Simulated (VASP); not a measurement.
**Born-charge calculation of C (part 2 of 2)**

Continued. System: C (Fd-3m, 2 atoms in the cell). Method: Kohn-Sham DFT of a periodic cell, PBE, VASP PAW PBE potentials, recommended, no spin polarisation (VASP 6.6.1); cutoff 520 eV, 10×10×10 k-mesh, Gaussian smearing of 0.02 eV. The structure derives from an entry of the Crystallography Open Database.

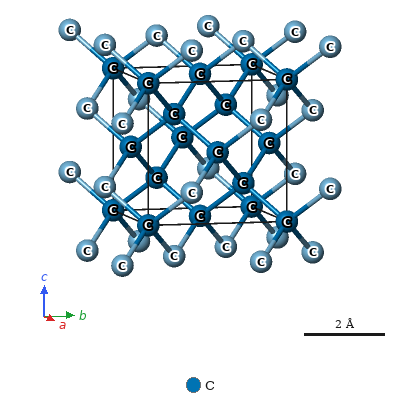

Figure 1. The structure as given in the input (ball-and-stick view of the cell 4 times as large as that of the calculation, set on its symmetry axes, seen slightly off an axis; neighbours outside the cell are drawn fainter). An atom can appear more than once, as a periodic image.

### Parts of OUTCAR, continued
```
  FORCE on cell =-STRESS in cart. coord.  units (eV):
  Direction    XX          YY          ZZ          XY          YZ          ZX
  --------------------------------------------------------------------------------------
  -------------------------------------------------------------------------------------
  Total       -0.0004699     -0.0004699     -0.0004699      0.0000000     -0.0000000      0.0000000
  in kB       -0.0660019     -0.0660019     -0.0660019      0.0000000     -0.0000000      0.0000000
  external PRESSURE =      -0.0660019 kB  Pullay stress =       0.0000000 kB

 VOLUME and BASIS-vectors are now :
 -----------------------------------------------------------------------------
  energy-cutoff  :      520.00
  volume of cell :       11.41
      direct lattice vectors                 reciprocal lattice vectors
     0.000000000  1.786715788  1.786715788    -0.279843053  0.279843053  0.279843053
     1.786715788  0.000000000  1.786715788     0.279843053 -0.279843053  0.279843053
     1.786715788  1.786715788  0.000000000     0.279843053  0.279843053 -0.279843053

 POSITION                                       TOTAL-FORCE (eV/Angst)
 -----------------------------------------------------------------------------------
      0.00000      0.00000      0.00000        -0.000000     -0.000000      0.000000
      0.89336      0.89336      0.89336         0.000000      0.000000     -0.000000
 -----------------------------------------------------------------------------------
    total drift:                                0.000000      0.000000      0.000000

  FREE ENERGIE OF THE ION-ELECTRON SYSTEM (eV)
  ---------------------------------------------------
  free  energy   TOTEN  =       -18.1857486929 eV

  energy  without entropy=      -18.1857486929  energy(sigma->0) =      -18.18574869

 HEAD OF MICROSCOPIC STATIC DIELECTRIC TENSOR (INDEPENDENT PARTICLE, excluding Hartree and local field effects)
 ------------------------------------------------------
           5.975095     0.000000    -0.000000
          -0.000000     5.975095     0.000000
           0.000000    -0.000000     5.975095
 ------------------------------------------------------

 Free energy of the ion-electron system (eV)
  ---------------------------------------------------
  ---------------------------------------------------
  free energy    TOTEN  =        -0.16531091 eV

  energy without entropy =       -0.16531091

------------------------ aborting loop because EDIFF is reached ----------------------------------------

--------------------------------------- Ionic step        2  -------------------------------------------

------------------------ aborting loop because EDIFF is reached ----------------------------------------

--------------------------------------- Ionic step        3  -------------------------------------------

------------------------ aborting loop because EDIFF is reached ----------------------------------------

 PIEZOELECTRIC TENSOR FIELD DIRECTION 3  (e Angst)
 -----------------------------------------------------------------------------
    -0.00002  0.00000  0.00000           ( -0.00000  0.00000  0.00000)
     0.00000 -0.00002  0.00000           (  0.00000 -0.00000  0.00000)
     0.00000  0.00000 -0.00041           (  0.00000  0.00000 -0.00001)

 PIEZOELECTRIC TENSOR FIELD DIRECTION 3  (C/m^2)
 -----------------------------------------------------------------------------
    -0.00003  0.00000  0.00000
     0.00000 -0.00003  0.00000
     0.00000  0.00000 -0.00058

--------------------------------------- Ionic step        4  -------------------------------------------

 Free energy of the ion-electron system (eV)
  ---------------------------------------------------
  ---------------------------------------------------
  free energy    TOTEN  =        -0.11173476 eV

  energy without entropy =       -0.11173476

------------------------ aborting loop because EDIFF is reached ----------------------------------------

 INTERNAL STRAIN TENSOR  FOR ION    1  DIRECTION 1   (eV/Angst):
 -----------------------------------------------------------------------------
     0.00757  0.00000  0.00000
     0.00000 -0.00318  2.74921
     0.00000  2.74921 -0.00318

 MACROSCOPIC STATIC DIELECTRIC TENSOR (including local field effects in DFT)
 ------------------------------------------------------
           5.867811     0.000000    -0.000000
          -0.000000     5.867811     0.000000
          -0.000000     0.000000     5.867811
 ------------------------------------------------------

 PIEZOELECTRIC TENSOR (including local field effects)  for field in x, y, z        (e  Angst)
          XX          YY          ZZ          XY          YZ          ZX
  --------------------------------------------------------------------------------
  x     0.00000    -0.00000    -0.00000     0.00000     0.00000    -0.00000
  y     0.00000     0.00000     0.00000    -0.00000     0.00000     0.00000
  z     0.00000     0.00000     0.00000     0.00000    -0.00000     0.00000

 PIEZOELECTRIC TENSOR (including local field effects)  for field in x, y, z        (C/m^2)
          XX          YY          ZZ          XY          YZ          ZX
  --------------------------------------------------------------------------------
  x     0.00000    -0.00000    -0.00000     0.00000     0.00000    -0.00000
  y     0.00000     0.00000     0.00000    -0.00000     0.00000     0.00000
  z     0.00000     0.00000     0.00000     0.00000    -0.00000     0.00000

 BORN EFFECTIVE CHARGES (including local field effects) (in |e|, cummulative output)
 ---------------------------------------------------------------------------------
 ion    1
    1     0.00000     0.00000     0.00000
    2     0.00000     0.00000     0.00000
    3     0.00000     0.00000     0.00000
 ion    2
    1     0.00000     0.00000     0.00000
    2     0.00000     0.00000     0.00000
    3     0.00000     0.00000     0.00000

 INTERNAL STRAIN TENSOR FOR ION    2 for displacements in x,y,z  (eV/Angst):
          X           Y           Z          XY          YZ          ZX
  --------------------------------------------------------------------------------
  x     0.00000     0.00000     0.00000     0.00000    -2.74921     0.00000
  y     0.00000     0.00000     0.00000     0.00000     0.00000    -2.74921
  z     0.00000     0.00000     0.00000    -2.74921     0.00000     0.00000

 SECOND DERIVATIVES (NOT SYMMETRIZED)
 ------------------------------------
               1X          1Y          1Z          2X          2Y          2Z
  1X   -36.821852    0.000000    0.000000   36.821852    0.000000    0.000000
  1Y     0.000000  -36.821852    0.000000    0.000000   36.821852    0.000000
  1Z     0.000000    0.000000  -36.821852    0.000000    0.000000   36.821852
  2X    36.821852    0.000000    0.000000  -36.821852    0.000000    0.000000
  2Y     0.000000   36.821852    0.000000    0.000000  -36.821852    0.000000
  2Z     0.000000    0.000000   36.821852    0.000000    0.000000  -36.821852

 Eigenvectors and eigenvalues of the dynamical matrix
 ----------------------------------------------------

   1 f  =   38.710515 THz   243.225342 2PiTHz 1291.243805 cm-1   160.093756 meV
             X         Y         Z           dx          dy          dz
      0.000000  0.000000  0.000000     0.000000   -0.707107    0.000000
      0.893358  0.893358  0.893358     0.000000    0.707107    0.000000

   2 f  =   38.710515 THz   243.225342 2PiTHz 1291.243805 cm-1   160.093756 meV
             X         Y         Z           dx          dy          dz
      0.000000  0.000000  0.000000    -0.707107    0.000000    0.000000
      0.893358  0.893358  0.893358     0.707107    0.000000    0.000000

   3 f  =   38.710515 THz   243.225342 2PiTHz 1291.243805 cm-1   160.093756 meV
             X         Y         Z           dx          dy          dz
      0.000000  0.000000  0.000000     0.000000    0.000000   -0.707107
      0.893358  0.893358  0.893358     0.000000    0.000000    0.707107

   4 f  =    0.000000 THz     0.000000 2PiTHz    0.000000 cm-1     0.000000 meV
             X         Y         Z           dx          dy          dz
      0.000000  0.000000  0.000000     0.707107    0.000000    0.000000
      0.893358  0.893358  0.893358     0.707107    0.000000    0.000000

   5 f  =    0.000000 THz     0.000000 2PiTHz    0.000000 cm-1     0.000000 meV
             X         Y         Z           dx          dy          dz
      0.000000  0.000000  0.000000     0.000000    0.707107    0.000000
      0.893358  0.893358  0.893358     0.000000    0.707107    0.000000

   6 f  =    0.000000 THz     0.000000 2PiTHz    0.000000 cm-1     0.000000 meV
             X         Y         Z           dx          dy          dz
      0.000000  0.000000  0.000000     0.000000    0.000000    0.707107
      0.893358  0.893358  0.893358     0.000000    0.000000    0.707107

--------------------------------------------------------------------------------------------------------

 MACROSCOPIC STATIC DIELECTRIC TENSOR IONIC CONTRIBUTION
 ------------------------------------------------------
           0.000000     0.000000     0.000000
           0.000000     0.000000     0.000000
           0.000000     0.000000     0.000000
 ------------------------------------------------------

 ELASTIC MODULI CONTR FROM IONIC RELAXATION (kBar)
 Direction    XX          YY          ZZ          XY          YZ          ZX
 --------------------------------------------------------------------------------
 XX           0.0000      0.0000      0.0000      0.0000      0.0000      0.0000
 YY           0.0000      0.0000      0.0000      0.0000      0.0000      0.0000
 ZZ           0.0000      0.0000      0.0000      0.0000      0.0000      0.0000
 XY           0.0000      0.0000      0.0000    -28.8287      0.0000      0.0000
 YZ           0.0000      0.0000      0.0000      0.0000    -28.8287      0.0000
 ZX           0.0000      0.0000      0.0000      0.0000      0.0000    -28.8287
 --------------------------------------------------------------------------------

 PIEZOELECTRIC TENSOR IONIC CONTR  for field in x, y, z        (C/m^2)
          XX          YY          ZZ          XY          YZ          ZX
  --------------------------------------------------------------------------------
  x     0.00000     0.00000     0.00000     0.00000     0.00000     0.00000
  y     0.00000     0.00000     0.00000     0.00000     0.00000     0.00000
  z     0.00000     0.00000     0.00000     0.00000     0.00000     0.00000
```

### CONTCAR
```
C
   1.00000000000000
     0.0000000000000000    1.7867157876999999    1.7867157876999999
     1.7867157876999999    0.0000000000000000    1.7867157876999999
     1.7867157876999999    1.7867157876999999    0.0000000000000000
  C
     2
Direct
     0.0000000000000000    0.0000000000000000    0.0000000000000000
     0.2500000000000000    0.2500000000000000    0.2500000000000000

  0.00000000E+00  0.00000000E+00  0.00000000E+00
  0.00000000E+00  0.00000000E+00  0.00000000E+00
```

The run was set up as follows.

### INCAR
```
SYSTEM = C
  PREC = Accurate
  ENCUT = 520
  EDIFF = 1E-8
  ISMEAR = 0
  SIGMA = 0.02
  LREAL = .False.
  LASPH = .True.
  NELM = 80
  ALGO = Normal
  ISIF = 2
  LWAVE = .False.
  LCHARG = .False.
  GGA = PE
  LEPSILON = .True.
  IBRION = 8
  NSW = 1
```

### KPOINTS
```
regular mesh
0
Gamma
  10 10 10
  0 0 0
```

### POSCAR
```
C                                       
1.0
    0.0000000000      1.7867157877      1.7867157877
    1.7867157877      0.0000000000      1.7867157877
    1.7867157877      1.7867157877      0.0000000000
  C             
     2
Direct
     0.0000000000000000    0.0000000000000000    0.0000000000000000
     0.2500000000000000    0.2500000000000000    0.2500000000000000
```

Launch command:
```bash
cat potpaw_PBE.64/C/POTCAR > POTCAR
mpirun -np 1 vasp_std > vasp.out
```

### Key numbers

| quantity | value |
| --- | --- |
| outcome | converged |
| space group (tolerance 0.01 Å) | Fd-3m (227) |
| electrons treated | 8 |
| gap on the k-point mesh | 4.16 eV |
| ε∞ (xx, yy, zz) | 5.87, 5.87, 5.87 |
| hardware | 1 thread of Intel Xeon @ 2.90GHz (Ice Lake), 360 GiB of memory available, shared host |
| wall time | 95 s |
| peak memory | 0.15 GiB |
